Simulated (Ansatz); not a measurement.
**GaAs: a changed input and its effect**

System: GaAs (Pm-3m, 2 atoms in the cell).
Method of run 1: DFT PBEsol, spin-orbit coupling, plane waves, PAW (Ansatz 0.2.0).

Text and figures count atoms from 1; the logs count them from 0 in places.

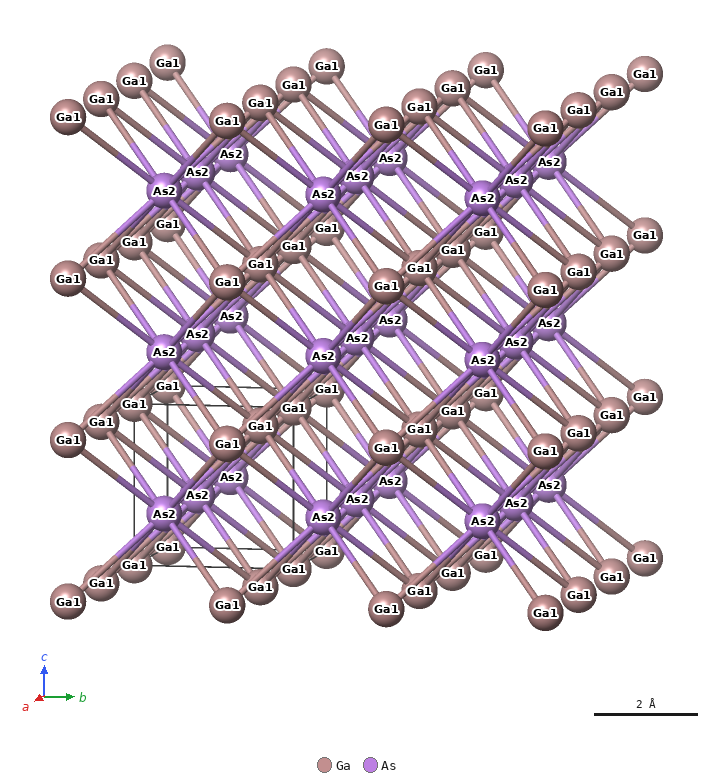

Fig. 1: The structure (ball-and-stick view of the cell of the calculation, repeated 3 × 3 × 3, seen slightly off an axis; atoms are numbered from 1 in the order of the input).

### Input file, run 1
```yaml
crystal:
  lattice:
    - [3.1765811811, 0.0, 0.0]
    - [0.0, 3.1765811811, 0.0]
    - [0.0, 0.0, 3.1765811811]
  atoms:
    - { symbol: Ga, position: [0.0, 0.0, 0.0] }
    - { symbol: As, position: [0.5, 0.5, 0.5] }
basis:
  ecutwfc: 420
kpoints:
  mp_grid: { grid: [6, 6, 6] }
hamiltonian:
  xc: pbesol
scf:
  occupations: { method: gaussian, width: 0.05 }
output:
  forces: true
  stress: true
  eigenvalues: true
magnetization:
  noncollinear: true
  spin_orbit: true
```

Command:
```bash
ansatz run input.yaml --threads 1 --pin off --max-ram 2560MiB --backend cpu --events-out ev --progress --plain --runs-dir out
```

Hardware: 1 thread of Intel Xeon @ 2.50GHz (Skylake/Cascade Lake), 189 GiB of memory available, shared host.

### Output, shortened to warnings, some set-up lines, iterations and results (run 1)
```
Basis set: ecut = 420 eV, 619 PW (Γ), exchange–correlation on 48×48×48 points (8 copies of the dense FFT grid, shifted against one another)
Symmetry: 48 space group operations + 48 with time reversal
k-points: 20 of 216
Initial density: superposition of atomic densities (chi_scale 0.1, normalization cell, long waves kept (reshape's long-wave potential 0.00 eV rms))
[...]
SCF iter   1: F=—  HF=-8556.078800 eV  |F-HF|=—  |Δ(HF+E_count)|=         —  Δρ=2.95e-2  dr2=2.58e-1  dr2_m=0.00e0 (ungated)  ethr=3.10e-3  |M|=0.00e0 ∫|m|=0.00e0 μB  …
SCF iter   2: F=—  HF=-8555.995626 eV  |F-HF|=—  |Δ(HF+E_count)|=   8.32e-2  Δρ=1.59e-2  dr2=5.61e-2  dr2_m=0.00e0 (ungated)  ethr=9.21e-4  |M|=0.00e0 ∫|m|=0.00e0 μB  …
SCF iter   3: F=—  HF=-8555.971878 eV  |F-HF|=—  |Δ(HF+E_count)|=   2.37e-2  Δρ=6.66e-3  dr2=5.36e-3  dr2_m=0.00e0 (ungated)  ethr=2.00e-4  |M|=0.00e0 ∫|m|=0.00e0 μB  …
SCF iter   4: F=—  HF=-8555.969736 eV  |F-HF|=—  |Δ(HF+E_count)|=   2.14e-3  Δρ=1.55e-3  dr2=3.65e-4  dr2_m=0.00e0 (ungated)  ethr=1.91e-5  |M|=0.00e0 ∫|m|=0.00e0 μB  …
SCF iter   5: F=—  HF=-8555.969676 eV  |F-HF|=—  |Δ(HF+E_count)|=   5.98e-5  Δρ=1.93e-4  dr2=6.44e-6  dr2_m=0.00e0 (ungated)  ethr=1.30e-6  |M|=0.00e0 ∫|m|=0.00e0 μB  …
SCF iter   6: F=—  HF=-8555.969680 eV  |F-HF|=—  |Δ(HF+E_count)|=   4.35e-6  Δρ=5.72e-5  dr2=6.73e-7  dr2_m=0.00e0 (ungated)  ethr=2.30e-8  |M|=0.00e0 ∫|m|=0.00e0 μB  …
SCF iter   7: F=-8555.969681 eV  HF=-8555.969681 eV  |F-HF|=6.89e-9  |Δ(HF+E_count)|=   9.11e-7  Δρ=5.60e-6  dr2=8.46e-9  dr2_m=0.00e0 (ungated)  ethr=3.57e-10  |M|=0.00e0 …
SCF 1 converged in 7 iterations: F = -8555.969681 eV  dr2 = 8.46e-9
SCF converged after 7 iterations
Magnetization: |M| = 0.0000 μB,  M = (+0.0000, +0.0000, +0.0000) μB
Absolute magnetization: 0.0000 μB (∫|m|)
  site 0: m = (+0.0000, +0.0000, +0.0000) μB, |m| = 0.0000 μB  (R = 1.13 Å)
  site 1: m = (+0.0000, +0.0000, +0.0000) μB, |m| = 0.0000 μB  (R = 1.13 Å)
Free energy (F): -8555.969681 eV
Harris-Foulkes:  -8555.969681 eV  (|F-HF|=6.89e-9)
Internal energy: -8555.967674 eV  (E = F + TS)
E sigma→0 (E₀):  -8555.968677 eV
Entropy (-TS):   -0.002007 eV (-1.004 meV/atom)
Fermi energy:    13.493625 eV
--- Per-component energies (eV) ---
  E_band       = -174.976797
  E_kinetic    = 221.807976
  E_local      = -2969.258977  (includes V_loc(G=0)·N_el)
  E_nonlocal   = -244.014540
  E_hartree    = 1565.802772
  E_xc         = -150.118726
  E_vxc        = -140.889779  (∫ρ·V_xc dr)
  E_paw        = -3739.407427  (= ΣΔE_a)
  E_vpaw       = -174.227850  (= ΣTr[D̂ρ^β])
  E_aug_tail   = -0.000085  (compensation charges beyond the density's cutoff)
  E_ewald      = -3242.614468
  E_core_change = 1.835800  (= ΣΔE_core)
  E_smearing   = -0.002007  (= −TS)
  E_closure    = 0.000000  (closes the sum)
  Σ components = -8555.969681   (vs F -8555.969681, Δ=0.00e0)
--- Forces (eV/Å), atoms counted from 1 ---
  atom   1  Ga     0.00000000    -0.00000000    -0.00000000
  atom   2  As     0.00000000     0.00000000     0.00000000
  max |Σ_I F_I| component: 2.10e-30 eV/Å
--- Stress (GPa, compression-positive) ---
       11.220069      -0.000000       0.000000
        0.000000      11.220069       0.000000
        0.000000       0.000000      11.220069
  P = ⅓ Tr σ = 11.2201 GPa (112.201 kbar)
```

For run 2 the input was changed thus:
```diff
-    - [3.1765811811, 0.0, 0.0]
-    - [0.0, 3.1765811811, 0.0]
-    - [0.0, 0.0, 3.1765811811]
+    - [3.2726505195, 0.0, 0.0]
+    - [0.0, 3.2726505195, 0.0]
+    - [0.0, 0.0, 3.2726505195]
```

What does this change do to the results?

With the same functional and potentials, run 2 lies 61.4 meV per atom lower. The pressure goes from 11.22 to 2.52 GPa. The volume per atom goes from 16.03 to 17.53 Å³. The number of SCF iterations is the same. The plane waves at Γ go from 619 to 691.

### Output, shortened to warnings, some set-up lines, iterations and results (run 2)
```
Basis set: ecut = 420 eV, 691 PW (Γ), exchange–correlation on 48×48×48 points (8 copies of the dense FFT grid, shifted against one another)
Symmetry: 48 space group operations + 48 with time reversal
k-points: 20 of 216
Initial density: superposition of atomic densities (chi_scale 0.1, normalization cell, long waves kept (reshape's long-wave potential 0.00 eV rms))
[...]
SCF iter   1: F=—  HF=-8556.205001 eV  |F-HF|=—  |Δ(HF+E_count)|=         —  Δρ=2.91e-2  dr2=2.94e-1  dr2_m=0.00e0 (ungated)  ethr=3.10e-3  |M|=0.00e0 ∫|m|=0.00e0 μB  …
SCF iter   2: F=—  HF=-8556.113705 eV  |F-HF|=—  |Δ(HF+E_count)|=   9.13e-2  Δρ=1.49e-2  dr2=4.40e-2  dr2_m=0.00e0 (ungated)  ethr=1.05e-3  |M|=0.00e0 ∫|m|=0.00e0 μB  …
SCF iter   3: F=—  HF=-8556.096440 eV  |F-HF|=—  |Δ(HF+E_count)|=   1.73e-2  Δρ=7.74e-3  dr2=9.07e-3  dr2_m=0.00e0 (ungated)  ethr=1.57e-4  |M|=0.00e0 ∫|m|=0.00e0 μB  …
SCF iter   4: F=—  HF=-8556.092452 eV  |F-HF|=—  |Δ(HF+E_count)|=   3.99e-3  Δρ=8.73e-4  dr2=1.84e-4  dr2_m=0.00e0 (ungated)  ethr=3.24e-5  |M|=0.00e0 ∫|m|=0.00e0 μB  …
SCF iter   5: F=—  HF=-8556.092382 eV  |F-HF|=—  |Δ(HF+E_count)|=   6.98e-5  Δρ=2.27e-4  dr2=1.01e-5  dr2_m=0.00e0 (ungated)  ethr=6.57e-7  |M|=0.00e0 ∫|m|=0.00e0 μB  …
SCF iter   6: F=—  HF=-8556.092399 eV  |F-HF|=—  |Δ(HF+E_count)|=   1.68e-5  Δρ=3.58e-5  dr2=2.70e-7  dr2_m=0.00e0 (ungated)  ethr=3.61e-8  |M|=0.00e0 ∫|m|=0.00e0 μB  …
SCF iter   7: F=-8556.092400 eV  HF=-8556.092400 eV  |F-HF|=1.96e-8  |Δ(HF+E_count)|=   3.18e-7  Δρ=6.08e-6  dr2=1.26e-8  dr2_m=0.00e0 (ungated)  ethr=3.57e-10  |M|=0.00e0 …
SCF 1 converged in 7 iterations: F = -8556.092400 eV  dr2 = 1.26e-8
SCF converged after 7 iterations
Magnetization: |M| = 0.0000 μB,  M = (+0.0000, +0.0000, +0.0000) μB
Absolute magnetization: 0.0000 μB (∫|m|)
  site 0: m = (+0.0000, +0.0000, +0.0000) μB, |m| = 0.0000 μB  (R = 1.17 Å)
  site 1: m = (+0.0000, +0.0000, +0.0000) μB, |m| = 0.0000 μB  (R = 1.17 Å)
Free energy (F): -8556.092400 eV
Harris-Foulkes:  -8556.092400 eV  (|F-HF|=1.96e-8)
Internal energy: -8556.090309 eV  (E = F + TS)
E sigma→0 (E₀):  -8556.091354 eV
Entropy (-TS):   -0.002091 eV (-1.045 meV/atom)
Fermi energy:    12.076036 eV
--- Per-component energies (eV) ---
  E_band       = -213.490400
  E_kinetic    = 219.100904
  E_local      = -3119.527866  (includes V_loc(G=0)·N_el)
  E_nonlocal   = -244.242085
  E_hartree    = 1622.256737
  E_xc         = -148.639374
  E_vxc        = -138.935615  (∫ρ·V_xc dr)
  E_paw        = -3739.447483  (= ΣΔE_a)
  E_vpaw       = -174.393664  (= ΣTr[D̂ρ^β])
  E_aug_tail   = -0.000098  (compensation charges beyond the density's cutoff)
  E_ewald      = -3147.426844
  E_core_change = 1.835800  (= ΣΔE_core)
  E_smearing   = -0.002091  (= −TS)
  E_closure    = -0.000000  (closes the sum)
  Σ components = -8556.092400   (vs F -8556.092400, Δ=0.00e0)
--- Forces (eV/Å), atoms counted from 1 ---
  atom   1  Ga     0.00000000    -0.00000000     0.00000000
  atom   2  As    -0.00000000     0.00000000     0.00000000
  max |Σ_I F_I| component: 5.26e-31 eV/Å
--- Stress (GPa, compression-positive) ---
        2.521848       0.000000       0.000000
        0.000000       2.521848       0.000000
       -0.000000       0.000000       2.521848
  P = ⅓ Tr σ = 2.5218 GPa (25.218 kbar)
```

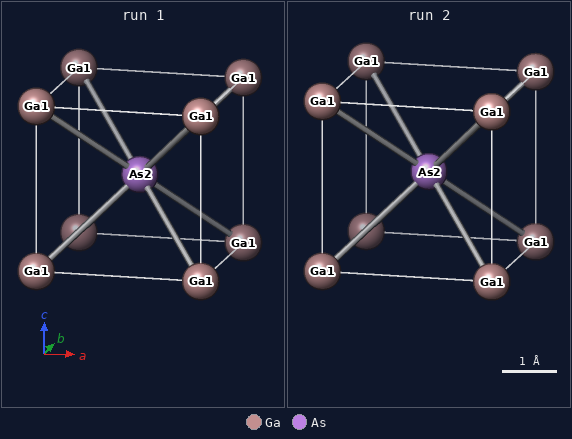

Fig. 2: The two input geometries at one scale (ball-and-stick view of the cell of the calculation, seen slightly off an axis). No atom moves by more than 0.005 Å relative to the cell. Cell: a = b = c 3.177 → 3.273 Å (+3.0 %). Volume +9.4 %. Among the contacts that change: Ga1–As2 2.751 → 2.834 Å.

### The two runs side by side

| quantity | run 1 | run 2 |
| --- | --- | --- |
| outcome | converged | converged |
| free energy per atom (eV) | −4277.9848 | −4278.0462 |
| energy per atom, smearing taken to zero (eV) | −4277.9843 | −4278.0457 |
| gap on the mesh (eV) | 0.00 | 0.00 |
| net moment of the cell (μB) | 0.00 | 0.00 |
| absolute moment of the cell (μB) | 0.00 | 0.00 |
| pressure (GPa) | 11.22 | 2.52 |
| volume per atom (Å³) | 16.03 | 17.53 |
| largest force (eV/Å) | 0.000 | 0.000 |
| SCF iterations | 7 | 7 |
| irreducible k-points | 20 | 20 |
| plane waves at Γ | 619 | 691 |
| wall time (shared host) | 17 s | 17 s |

For run 1: The cell is under a pressure of 11.2 GPa at this level, so it is not at its equilibrium volume.
